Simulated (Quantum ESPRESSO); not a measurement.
**Run report: Al₅P, band-structure run (part 2 of 2)**

Continued. System: Al₅P (6 atoms in the cell). Method: Kohn-Sham DFT of a periodic cell, optB88-vdW, GBRV 1.5 PBE, no spin polarisation (Quantum ESPRESSO 7.5); cutoff 612.26 eV, 10×10×2 k-mesh, fermi-dirac of 0.1 eV. The structure was made by swapping elements on the sites of another compound; it need not be a known phase.

Geometry of the input (Å; fractional positions):
```
3.1215  0.0000  0.0000
-1.5608  2.7033  0.0000
0.0000  0.0000  15.3186
Al 0.3333  0.6667  0.0088
Al 0.0000  0.0000  0.1717
Al 0.3333  0.6667  0.3339
Al 0.0000  0.0000  0.4954
Al 0.3333  0.6667  0.6572
P  0.0000  0.0000  0.8330
```

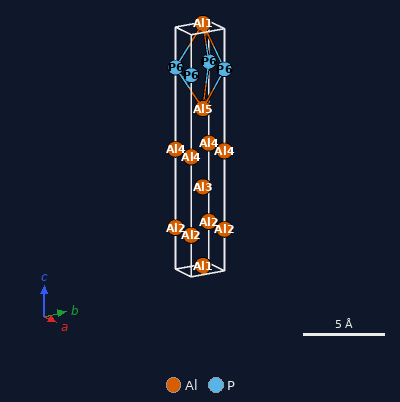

The structure (ball-and-stick view of the cell of the calculation, seen slightly off an axis; atoms are numbered from 1 in the order of the input). An atom can appear more than once, as a periodic image.

### The program's output, continued
```
     %%%%%%%%%%%%%%%%%%%%%%%%%%%%%%%%%%%%%%%%%%%%%%%%%%%%%%%%%%%%%%%%%%%%%%%%
     %                                                                      %
     %  vdW-DF NEWS:                                                        %
     %                                                                      %
     %  * vdW-DF3 is now available. DOI: 10.1021/acs.jctc.0c00471           %
     %    use with input_dft = 'vdW-DF3-opt1' or 'vdW-DF3-opt2'             %
     %                                                                      %
     %  * Unscreened and range-separated hybrid vdW-DF-cx functionals       %
     %    DOI: 10.1063/1.4986522 and 10.1088/1361-648X/ac2ad2               %
     %    use with input_dft = 'vdW-DF-cx0'    and 'vdW-DF-ahcx'            %
     %  * Unscreened and range-separated hybrid vdW-DF2-b86r functionals    %
     %    DOI: 10.1063/1.4986522 and DOI: 10.1103/PhysRevX.12.041003        %
     %    use with input_dft = 'vdW-DF2-br0' and 'vdW-DF2-ahbr'             %
     %                                                                      %
     %%%%%%%%%%%%%%%%%%%%%%%%%%%%%%%%%%%%%%%%%%%%%%%%%%%%%%%%%%%%%%%%%%%%%%%%

     Starting wfcs are   24 randomized atomic wfcs

     Self-consistent Calculation

     iteration #  1     ecut=    45.00 Ry     beta= 0.50
     Davidson diagonalization with overlap
     ethr =  1.00E-02,  avg # of iterations =  2.9

     Threshold (ethr) on eigenvalues was too large:
     Diagonalizing with lowered threshold

     Davidson diagonalization with overlap
     ethr =  5.92E-04,  avg # of iterations =  2.1

     total energy              =     -49.28755318 Ry
     estimated scf accuracy    <       0.13154635 Ry

     iteration #  2     ecut=    45.00 Ry     beta= 0.50
     Davidson diagonalization with overlap
     ethr =  6.58E-04,  avg # of iterations =  5.3

     total energy              =     -48.76479678 Ry
     estimated scf accuracy    <      17.40590681 Ry

     iteration #  3     ecut=    45.00 Ry     beta= 0.50
     Davidson diagonalization with overlap
     ethr =  6.58E-04,  avg # of iterations =  6.0

     total energy              =     -49.36169891 Ry
     estimated scf accuracy    <       0.00857874 Ry

     iteration #  4     ecut=    45.00 Ry     beta= 0.50
     Davidson diagonalization with overlap
     ethr =  4.29E-05,  avg # of iterations =  5.6

     total energy              =     -49.35964334 Ry
     estimated scf accuracy    <       0.02661914 Ry

     iteration #  5     ecut=    45.00 Ry     beta= 0.50
     Davidson diagonalization with overlap
     ethr =  4.29E-05,  avg # of iterations =  4.5

     total energy              =     -49.36098867 Ry
     estimated scf accuracy    <       0.04895549 Ry

     iteration #  6     ecut=    45.00 Ry     beta= 0.50
     Davidson diagonalization with overlap
     ethr =  4.29E-05,  avg # of iterations =  3.0

     total energy              =     -49.36308286 Ry
     estimated scf accuracy    <       0.00033679 Ry

     iteration #  7     ecut=    45.00 Ry     beta= 0.50
     Davidson diagonalization with overlap
     c_bands:  1 eigenvalues not converged
     ethr =  1.68E-06,  avg # of iterations =  6.8

     total energy              =     -49.36316494 Ry
     estimated scf accuracy    <       0.00008038 Ry

     iteration #  8     ecut=    45.00 Ry     beta= 0.50
     Davidson diagonalization with overlap
     ethr =  4.02E-07,  avg # of iterations =  3.2

     total energy              =     -49.36318311 Ry
     estimated scf accuracy    <       0.00001288 Ry

     iteration #  9     ecut=    45.00 Ry     beta= 0.50
     Davidson diagonalization with overlap
     ethr =  6.44E-08,  avg # of iterations =  3.4

     total energy              =     -49.36318759 Ry
     estimated scf accuracy    <       0.00000597 Ry

     iteration # 10     ecut=    45.00 Ry     beta= 0.50
     Davidson diagonalization with overlap
     ethr =  2.98E-08,  avg # of iterations =  1.4

     total energy              =     -49.36318828 Ry
     estimated scf accuracy    <       0.00000136 Ry

     iteration # 11     ecut=    45.00 Ry     beta= 0.50
     Davidson diagonalization with overlap
     ethr =  6.78E-09,  avg # of iterations =  2.0

     total energy              =     -49.36318844 Ry
     estimated scf accuracy    <       0.00000006 Ry

     iteration # 12     ecut=    45.00 Ry     beta= 0.50
     Davidson diagonalization with overlap
     ethr =  3.08E-10,  avg # of iterations =  3.1

     total energy              =     -49.36318847 Ry
     estimated scf accuracy    <          6.4E-09 Ry

     iteration # 13     ecut=    45.00 Ry     beta= 0.50
     Davidson diagonalization with overlap
     ethr =  3.20E-11,  avg # of iterations =  3.2

     total energy              =     -49.36318847 Ry
     estimated scf accuracy    <          2.6E-09 Ry

     iteration # 14     ecut=    45.00 Ry     beta= 0.50
     Davidson diagonalization with overlap
     ethr =  1.29E-11,  avg # of iterations =  1.4

     End of self-consistent calculation

          k = 0.0000 0.0000 0.0000 (  4477 PWs)   bands (ev):

    -6.2665  -3.9840  -3.4436  -2.2209  -1.4766   0.8532   1.5226   4.9947
     5.4955   8.7105   8.7105   9.7707  10.8760  13.6999  13.7000  14.1839

          k = 0.0000 0.0000-0.1019 (  4454 PWs)   bands (ev):

    -6.2664  -4.0251  -3.2761  -2.5949  -0.8206  -0.1265   3.0268   3.1618
     7.2644   8.0824   8.7105   8.7105  12.4058  13.6936  13.6936  13.7716

          k = 0.0000 0.1155 0.0000 (  4451 PWs)   bands (ev):

    -6.0978  -3.7830  -3.2428  -2.0232  -1.2794   1.0491   1.7044   5.1623
     5.6698   7.7235   8.4427   9.8664  11.0061  11.4718  11.9978  12.6155

          k = 0.0000 0.1155-0.1019 (  4450 PWs)   bands (ev):

    -6.0977  -3.8236  -3.0765  -2.3955  -0.6247   0.0668   3.2050   3.3467
     7.4127   7.6750   8.3041   8.4427  11.4121  12.0184  12.3332  12.6030

          k = 0.0000 0.2309 0.0000 (  4451 PWs)   bands (ev):

    -5.6032  -3.1813  -2.6418  -1.4326  -0.6904   1.6301   2.2440   5.5712
     5.6453   6.3532   7.8612   8.4483   8.9008   9.9866  10.1654  11.0710

          k = 0.0000 0.2309-0.1019 (  4442 PWs)   bands (ev):

    -5.6031  -3.2205  -2.4798  -1.7988  -0.0409   0.6429   3.7288   3.8800
     5.6999   7.7869   7.8612   8.4340   8.7328   9.1612   9.8545  11.2644

          k = 0.0000 0.3464 0.0000 (  4451 PWs)   bands (ev):

    -4.8302  -2.1844  -1.6460  -0.4607   0.2821   2.5135   3.1137   3.6170
     5.6554   6.0786   6.4116   7.0413   7.2893   7.4476   8.2402  10.1293

          k = 0.0000 0.3464-0.1019 (  4448 PWs)   bands (ev):

    -4.8301  -2.2207  -1.4932  -0.8111   0.9080   1.5875   3.4690   4.5423
     4.9361   5.6188   6.3098   6.9159   7.2893   8.5070   8.5505   9.7137

          k = 0.0000 0.4619 0.0000 (  4463 PWs)   bands (ev):

    -3.9352  -0.8070  -0.2684   0.7925   1.6119   1.7584   3.1735   3.6537
     4.0564   4.2269   4.8664   5.5728   6.9004   7.4753   7.7163   8.5524

          k = 0.0000 0.4619-0.1019 (  4466 PWs)   bands (ev):

    -3.9352  -0.8364  -0.1459   0.5515   1.5179   2.4852   2.8318   3.1492
     3.8649   4.4482   5.5480   5.9855   6.3968   6.9004   7.2415   9.2551

          k = 0.0000-0.5774 0.0000 (  4448 PWs)   bands (ev):

    -3.4411   0.5988   0.8155   1.2186   1.3424   1.8199   2.4601   2.9467
     3.0672   3.7532   5.2327   5.6852   5.7957   6.7646   7.1788   8.8612

          k = 0.0000-0.5774-0.1019 (  4448 PWs)   bands (ev):

    -3.4411   0.6646   0.6892   1.2608   1.4444   1.9893   2.0529   2.6461
     3.8475   4.0213   4.3657   5.1474   6.7646   6.9276   7.4134   8.4323

          k = 0.1000 0.1732 0.0000 (  4465 PWs)   bands (ev):

    -5.7659  -3.3816  -2.8419  -1.6289  -0.8863   1.4379   2.0653   5.4888
     5.9197   6.5359   7.7665   9.8511   9.8867  10.3052  10.4210  11.0568

          k = 0.1000 0.1732-0.1019 (  4454 PWs)   bands (ev):

    -5.7658  -3.4213  -2.6783  -1.9974  -0.2347   0.4515   3.5563   3.7090
     6.3974   7.6860   7.7611   8.6382   9.8295  10.2942  10.4659  10.9403

          k = 0.1000 0.2887 0.0000 (  4453 PWs)   bands (ev):

    -5.1288  -2.5821  -2.0433  -0.8466  -0.1052   2.1929   2.7726   4.5267
     6.0831   6.7426   6.9030   7.1540   7.6484   8.7705   9.0413   9.3828

          k = 0.1000 0.2887-0.1019 (  4454 PWs)   bands (ev):

    -5.1287  -2.6197  -1.8863  -1.2050   0.5352   1.2127   4.1809   4.2326
     4.8334   6.8225   7.0983   7.7803   7.9383   8.7675   9.0268   9.2425

          k = 0.1000 0.4041 0.0000 (  4452 PWs)   bands (ev):

    -4.2737  -1.3929  -0.8551   0.2967   1.0496   2.4821   3.5538   3.7613
     4.5137   5.0283   6.0268   6.2900   6.4520   7.5649   7.9283   8.2938

          k = 0.1000 0.4041-0.1019 (  4444 PWs)   bands (ev):

    -4.2737  -1.4263  -0.7135  -0.0280   1.5895   2.3227   2.7091   4.4695
     5.0659   5.1639   5.6202   5.9229   6.1794   7.5358   8.1162   8.2938

          k = 0.1000 0.5196 0.0000 (  4449 PWs)   bands (ev):

    -3.4958   0.1475   0.6928   1.0435   2.0059   2.2404   2.4834   2.7682
     3.9330   4.3882   4.9764   5.2173   5.8372   6.8875   7.4478   7.9215

          k = 0.1000 0.5196-0.1019 (  4444 PWs)   bands (ev):

    -3.4958   0.1312   0.6977   1.2709   1.4950   2.1773   2.9077   3.3436
     3.4036   3.8301   5.2325   5.5885   5.8402   6.9814   7.1094   7.8890

          k = 0.2000 0.3464 0.0000 (  4440 PWs)   bands (ev):

    -4.3975  -1.5895  -1.0518   0.1144   0.8598   2.8721   3.6153   3.6623
     5.2866   5.9713   6.3746   6.5248   6.7373   7.0784   7.5855   7.6246

          k = 0.2000 0.3464-0.1019 (  4458 PWs)   bands (ev):

    -4.3975  -1.6239  -0.9058  -0.2224   1.4557   2.1435   3.3261   4.9929
     5.2739   5.5002   5.9250   6.4856   6.6389   7.1660   7.2410   7.7244

          k = 0.2000 0.4619 0.0000 (  4430 PWs)   bands (ev):

    -3.5777  -0.2189   0.3194   1.3106   2.1726   2.1761   3.7081   4.1820
     4.2983   4.6798   4.6889   5.4461   5.7294   6.0848   6.2648   7.3370

          k = 0.2000 0.4619-0.1019 (  4452 PWs)   bands (ev):

    -3.5777  -0.2453   0.4277   1.1313   1.8952   3.0458   3.3476   3.7046
     4.2337   4.5334   4.9676   5.6753   5.9547   6.3788   6.5507   6.9727

          k = 0.2000 0.5774 0.0000 (  4442 PWs)   bands (ev):

    -3.1479   1.1581   1.3833   1.8063   1.8985   2.3739   3.0026   3.4741
     3.6178   4.1111   4.2946   5.5144   5.6197   6.0790   6.3305   6.3564

          k = 0.2000 0.5774-0.1019 (  4434 PWs)   bands (ev):

    -3.1479   1.2227   1.2605   1.8207   2.0237   2.5551   2.6029   3.1980
     3.9590   4.4792   4.5722   4.9204   5.4894   5.6904   6.1934   6.7418

          k = 0.3000 0.5196 0.0000 (  4390 PWs)   bands (ev):

    -3.0268   1.2833   1.8329   1.8425   2.8701   3.0885   3.1710   3.3943
     3.7409   3.7470   4.2383   4.8158   5.0640   5.4055   6.0436   6.1595

          k = 0.3000 0.5196-0.1019 (  4416 PWs)   bands (ev):

    -3.0268   1.2914   1.6375   2.2361   2.6105   2.8902   3.0251   3.6832
     3.7794   4.1487   4.4304   4.5008   4.8120   5.0918   6.1831   6.3117

     the Fermi energy is     5.4151 ev

!    total energy              =     -49.36318847 Ry
     estimated scf accuracy    <          8.7E-10 Ry
     smearing contrib. (-TS)   =      -0.00720163 Ry
     internal energy E=F+TS    =     -49.35598685 Ry

     The total energy is F=E-TS. E is the sum of the following terms:
     one-electron contribution =      10.73603480 Ry
     hartree contribution      =       2.99975181 Ry
     xc contribution           =     -27.05311661 Ry
     ewald contribution        =     -36.03865684 Ry

     convergence has been achieved in  14 iterations

     Forces acting on atoms (cartesian axes, Ry/au):

     atom    1 type  1   force =     0.00000000    0.00000000   -0.01197146
     atom    2 type  1   force =     0.00000000    0.00000000    0.00091546
     atom    3 type  1   force =     0.00000000   -0.00000000   -0.00051730
     atom    4 type  1   force =     0.00000000    0.00000000   -0.00098734
     atom    5 type  1   force =     0.00000000    0.00000000    0.01273365
     atom    6 type  2   force =     0.00000000   -0.00000000   -0.00017302

     Total force =     0.017538     Total SCF correction =     0.000043

     Computing stress (Cartesian axis) and pressure

          total   stress  (Ry/bohr**3)                   (kbar)     P=      -93.41
  -0.00066951   0.00000000   0.00000000          -98.49        0.00        0.00
   0.00000000  -0.00066951   0.00000000            0.00      -98.49        0.00
   0.00000000   0.00000000  -0.00056598            0.00        0.00      -83.26

=------------------------------------------------------------------------------=
   JOB DONE.
=------------------------------------------------------------------------------=
```

### Results in brief

```tsv
quantity	value
outcome	converged
space group (tolerance 0.01 Å)	P3m1 (156)
electrons treated	20
free energy	−671.6204 eV
Fermi energy	5.415 eV
gap on the k-point mesh	none (metallic)
pressure	−9.34 GPa
largest force (length of the vector)	0.327 eV/Å
hardware	1 thread of Intel Xeon (Granite Rapids), 16 GiB of memory available, shared host
wall time	3.6 min
peak memory	0.43 GiB
```

Further notes kept with the run: potentials made for another functional. Notes on the run: eigenvalues not converged. Points of doubt noted for this run: potentials made for another functional. The cell is under a tension of 9.3 GPa at this level, so it is not at its equilibrium volume.
